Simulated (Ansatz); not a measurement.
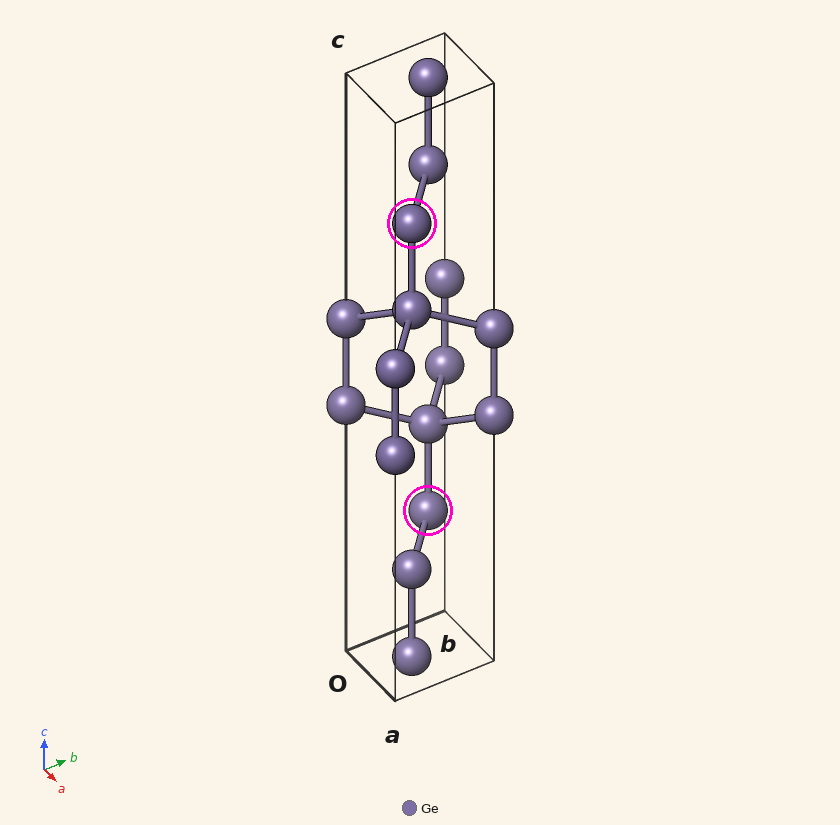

Crystal: Ge, the end point of a relaxation with DFT PBE, scalar-relativistic, plane waves, PAW in Ansatz 0.2.0; the starting structure was generated, so it need not be a known form of this composition. One unit cell; the ringed atoms, with their copies on corners, edges and faces, form one crystallographic orbit. All values are computed from the atomic coordinates in the standard setting (tolerance 0.002 Å).

a = 4.067 Å, b = 4.067 Å, c = 16.666 Å, α = 90.00°, β = 90.00°, γ = 120.00°; space group P-3m1, No. 164.

Which Wyckoff position do the ringed atoms fill?

Answer. Ge on 2d, site symmetry 3m.: 12 operations a cell over 6 that keep the site give 2 atoms, with 1 free parameter.

One of them lies at (1/3, 2/3, 0.226). List the coordinates of all.

Answer. (1/3, 2/3, 0.226); (2/3, 1/3, 0.774).
